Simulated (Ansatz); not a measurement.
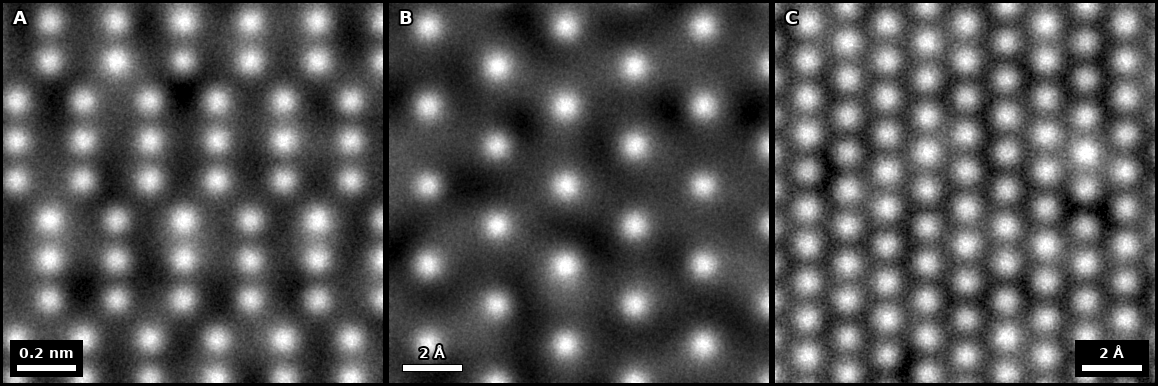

Three views of W (P6/mmm, No. 191) along different zone axes. Simulated as the projected potential of neutral atoms (B = 0.5 Å²) blurred by a 0.53 Å probe, the thin-sample limit of integrated differential phase contrast. The display is stretched by a gamma of 0.8; percentages refer to the linear signal. Shot noise and the speckle of an amorphous layer were added. Structure used: a calculation's starting geometry; the starting structure was generated, so it need not be a known form of this composition.

```xyz
3
Lattice="4.7072 0.0000 0.0000 -2.3536 4.0765 0.0000 0.0000 0.0000 2.6213" Properties=species:S:1:pos:R:3 pbc="T T T"
W     0.0000    0.0000    0.0000
W     0.0000    2.7177    1.3106
W     2.3536    1.3588    1.3106
```

Question: Match the panels to the zone axes [001], [101] and [201].

Answer: A is [101]: projected cell 2.29 × 4.23 Å, 106°, plane group c2mm. B is [001]: projected cell 2.72 × 2.72 Å, 120°, plane group p6mm. C is [201]: projected cell 1.26 × 1.50 Å, 115°, plane group c2mm.
